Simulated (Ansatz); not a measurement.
Input

```
crystal:
  lattice:
    - [-2.3106688944, 2.3117132388, 1.2807679872]
    - [2.3117132388, -2.3106688944, 1.2807679872]
    - [2.313157413, 2.313157413, -1.2788552686]
  atoms:
    - { symbol: Si, position: [0.9999999129, 8.71e-08, 0.0] }
    - { symbol: Si, position: [0.7500000871, 0.2499999129, 0.5] }
hamiltonian:
  xc: rpbe
  pseudopotentials:
    kind: paw
    azcp:
      Si: "pseudopotentials/Si.paw.azcp"
basis:
  ecutwfc: 420
  fft_grid_basis: typed
kpoints:
  mp_grid: { grid: [15, 15, 10], shift: [0, 0, 0] }
magnetization:
  spin_polarized: false
scf:
  occupations: { method: fermi_dirac, width: 0.1 }
  lower_state_search: "off"
output:
  stress: true
  write_density: true
  write_potential: true
  elf: true
  volumetric_format: npy
```

Below, planes, directions and counts refer to the conventional cell (a = 4.62 Å, b = 4.62 Å, c = 2.56 Å, α = 89.95°, β = 89.95°, γ = 89.94°).

Space group I4₁/amd; set up as Si, beta-Sn type; a generated structure, not necessarily the stable one; changed on purpose from its base cell (volume × 0.88); computed pressure about 18 GPa in this cell.

Method: Ansatz 0.2.0, DFT, RPBE, plane waves (420 eV) with PAW, scalar-relativistic.

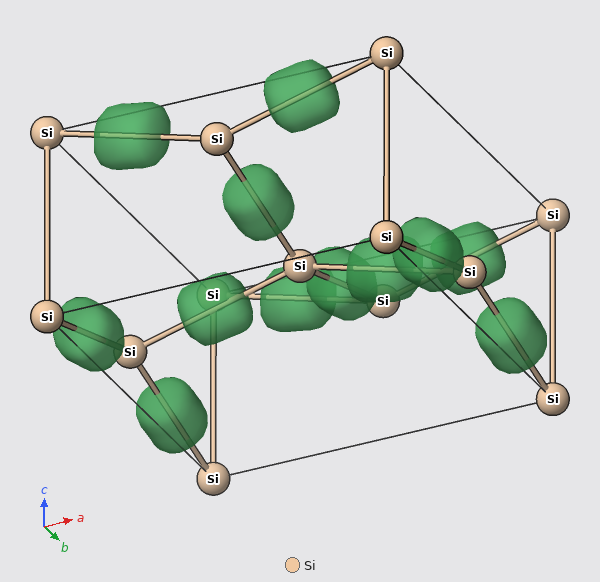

Si. Isosurface of the electron localisation function at 0.8 (green), seen at an oblique angle. Only the valence region is drawn (cores and ρ < 0.01 e/Å³ removed). Sticks mark near contacts.

Core electrons are frozen (PAW), and the valence fields are smoothed inside the atomic spheres.

### Where are the electrons localised?

The surface consists of eight regions between bonded Si–Si atoms, counted in one cell of 4 atoms. Any copies at cell faces, edges or corners count once.

Values along the shortest contacts:
Si–Si (2.40 Å): the ELF peaks at about 0.90 between the atoms. Si–Si (2.56 Å): the ELF peaks at about 0.75 between the atoms.
